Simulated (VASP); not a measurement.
## What a change does: band-structure calculation on NaH

System: NaH (P4/mmm, 2 atoms in the cell).
Method of run 1: DFT, PBE, plane waves, PAW (VASP 6.6.1).

The structure was built on a prototype by a generator. The geometry comes from this level: r2SCAN (a point of a series of strains). 

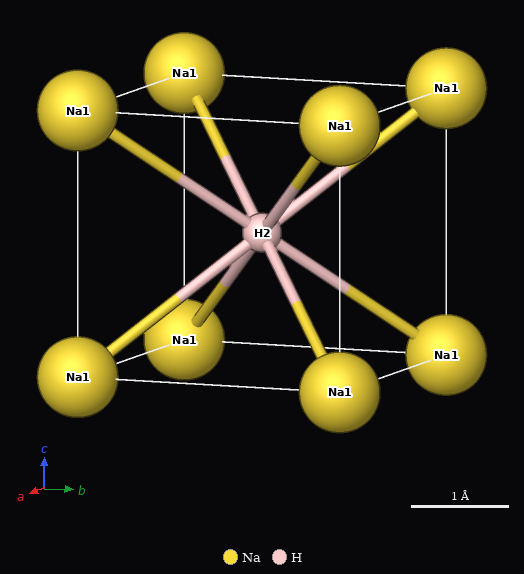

The structure as given in the input (ball-and-stick view of the cell of the calculation, seen slightly off an axis; atoms are numbered from 1 in the order of the input). Near neighbours in the crystal (not all of them lie inside the picture): Na has 8 H at 2.50 Å; H has 8 Na at 2.50 Å.

### INCAR, run 1
```
ENCUT = 520.000000
SIGMA = 0.020000
EDIFF = 1.00e-07
GGA = PE
PREC = Accurate
IBRION = -1
ISIF = 2
ISMEAR = -1
NBANDS = 11
NELM = 120
NSW = 0
LASPH = .TRUE.
LCHARG = .FALSE.
LWAVE = .FALSE.
LREAL = .FALSE.
```

### KPOINTS, run 1
```
KPOINTS created by Atomic Simulation Environment
0
Gamma
8 8 8
0 0 0
```

### KPOINTS_OPT, run 1
```
special points
4
Reciprocal
0.0000000000 0.0000000000 0.0000000000 1
0.0000000000 0.5000000000 0.0000000000 1
0.5000000000 0.5000000000 0.0000000000 1
0.5000000000 0.5000000000 0.5000000000 1
```

### POSCAR, run 1
```
Na H
 1.0000000000000000
     2.9323912064000002    0.0000000000000000    0.0000000000000000
     0.0000000000000000    2.9323912064000002    0.0000000000000000
     0.0000000000000000    0.0000000000000000    2.7933958632000002
 Na  H
   1   1
Cartesian
  0.0000000000000000  0.0000000000000000  0.0000000000000000
  1.4661956032000001  1.4661956032000001  1.3966979316000001
```

Command:
```bash
mpirun -np 1 vasp_std
```

Hardware: 1 CPU thread, shared host.

### OSZICAR and lines of OUTCAR (run 1)
```
N       E                     dE             d eps       ncg     rms          rms(c)
DAV:   1     0.398683672944E+02    0.39868E+02   -0.44992E+03  1662   0.782E+02
DAV:   2    -0.383934792484E+01   -0.43708E+02   -0.42934E+02  1730   0.209E+02
DAV:   3    -0.521131595167E+01   -0.13720E+01   -0.13703E+01  2009   0.347E+01
DAV:   4    -0.521870806270E+01   -0.73921E-02   -0.73915E-02  1884   0.248E+00
DAV:   5    -0.521876131373E+01   -0.53251E-04   -0.53250E-04  1916   0.216E-01    0.317E+00
DAV:   6    -0.485899214230E+01    0.35977E+00   -0.33776E-01  1870   0.339E+00    0.151E+00
DAV:   7    -0.474197367123E+01    0.11702E+00   -0.38298E-01  1803   0.264E+00    0.374E-01
DAV:   8    -0.474434099493E+01   -0.23673E-02   -0.92782E-03  1854   0.113E+00    0.741E-02
DAV:   9    -0.474412743167E+01    0.21356E-03   -0.16521E-03  1904   0.425E-01    0.292E-02
DAV:  10    -0.474410283764E+01    0.24594E-04   -0.10302E-04  1857   0.582E-02    0.284E-03
DAV:  11    -0.474410362433E+01   -0.78669E-06   -0.12243E-06  1863   0.744E-03    0.181E-03
DAV:  12    -0.474410364776E+01   -0.23428E-07   -0.12477E-07  1821   0.293E-03
   1 F= -.47441036E+01 E0= -.47441036E+01  d E =-.295344E-11
       N       E                     dE             ncg
DAV:   1     0.520584275697E+03   -0.14909E+04       88
DAV:   2     0.360590024186E+03   -0.15999E+03       97
DAV:   3     0.355649184217E+03   -0.49408E+01      122
DAV:   4     0.355630979216E+03   -0.18205E-01      108
DAV:   5     0.355630870626E+03   -0.10859E-03      103
DAV:   6     0.355630869339E+03   -0.12866E-05      103
DAV:   7     0.355630869323E+03   -0.16260E-07       97
[... from OUTCAR:]
   NELECT =       8.0000    total number of electrons
 E-fermi :   2.1201
  free  energy   TOTEN  =        -4.7441036478 eV
  energy  without entropy=       -4.7441036478  energy(sigma->0) =       -4.74410365
```

For run 2 the input was changed thus:
```diff
-SIGMA = 0.020000
+SIGMA = 0.010000
-GGA = PE
+ALGO = Normal
+METAGGA = R2SCAN
-ISMEAR = -1
+ISMEAR = 0
```

Predict how the results change.

The total energies belong to different methods, so their difference says nothing on which is more stable or more accurate. The gap on the mesh goes from 0.86 to 1.44 eV. The pressure goes from 2.23 to 1.08 GPa. The functional changes from PBE to R2SCAN. The SCF takes 15 iterations against 12.

### OSZICAR and lines of OUTCAR (run 2)
```
N       E                     dE             d eps       ncg     rms          rms(c)
DAV:   1     0.386400718381E+02    0.38640E+02   -0.46214E+03  1665   0.805E+02
DAV:   2    -0.666199233311E+01   -0.45302E+02   -0.44526E+02  1733   0.217E+02
DAV:   3    -0.808392259653E+01   -0.14219E+01   -0.14201E+01  2006   0.362E+01
DAV:   4    -0.809254351588E+01   -0.86209E-02   -0.86202E-02  1907   0.271E+00
DAV:   5    -0.809261782324E+01   -0.74307E-04   -0.74306E-04  1919   0.254E-01    0.304E+00
DAV:   6    -0.742049450710E+01    0.67212E+00   -0.33177E-01  1692   0.642E+00    0.171E+00
DAV:   7    -0.727132332693E+01    0.14917E+00   -0.47397E-01  1800   0.304E+00    0.441E-01
DAV:   8    -0.727470712126E+01   -0.33838E-02   -0.13934E-02  1758   0.717E-01    0.223E-01
DAV:   9    -0.727602595701E+01   -0.13188E-02   -0.13129E-03  1800   0.433E-01    0.671E-02
DAV:  10    -0.727583687418E+01    0.18908E-03   -0.13868E-04  1947   0.829E-02    0.101E-02
DAV:  11    -0.727586741084E+01   -0.30537E-04   -0.59110E-06  1895   0.340E-02    0.394E-03
DAV:  12    -0.727587388973E+01   -0.64789E-05   -0.67519E-07  1959   0.392E-03    0.116E-03
DAV:  13    -0.727587376759E+01    0.12215E-06   -0.22601E-07  1458   0.540E-03    0.326E-04
DAV:  14    -0.727587347353E+01    0.29406E-06   -0.70778E-09   963   0.600E-04    0.949E-05
DAV:  15    -0.727587337879E+01    0.94733E-07   -0.86410E-10   900   0.305E-04
   1 F= -.72758734E+01 E0= -.72758734E+01  d E =-.854236-170
       N       E                     dE             ncg
DAV:   1     0.496920356313E+03   -0.15146E+04       88
DAV:   2     0.330295102908E+03   -0.16663E+03       97
DAV:   3     0.325156330636E+03   -0.51388E+01      122
DAV:   4     0.325134094193E+03   -0.22236E-01      100
DAV:   5     0.325133925283E+03   -0.16891E-03       97
DAV:   6     0.325133922840E+03   -0.24430E-05      106
DAV:   7     0.325133922802E+03   -0.38481E-07      102
[... from OUTCAR:]
   NELECT =       8.0000    total number of electrons
 E-fermi :   1.6568
  free  energy   TOTEN  =        -7.2758733788 eV
  energy  without entropy=       -7.2758733788  energy(sigma->0) =       -7.27587338
```

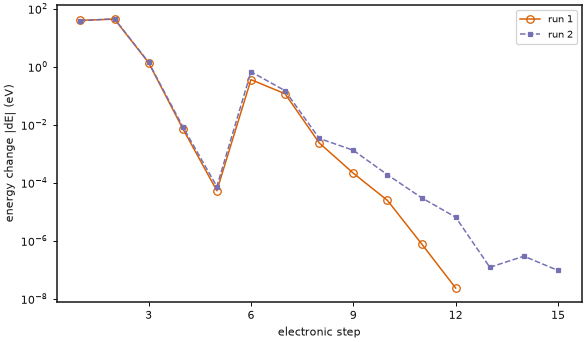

Convergence of the two runs: energy change |dE| against the electronic step. Run 1 takes 12 steps in all, and run 2 takes 15.

### The two runs side by side

| quantity | run 1 | run 2 |
| --- | --- | --- |
| outcome | converged | converged |
| free energy per atom (eV) | −2.3721 | −3.6379 |
| gap on the mesh (eV) | 0.86 | 1.44 |
| pressure (GPa) | 2.23 | 1.08 |
| largest force (eV/Å) | 0.000 | 0.000 |
| SCF iterations | 12 | 15 |
| irreducible k-points | 75 | 75 |
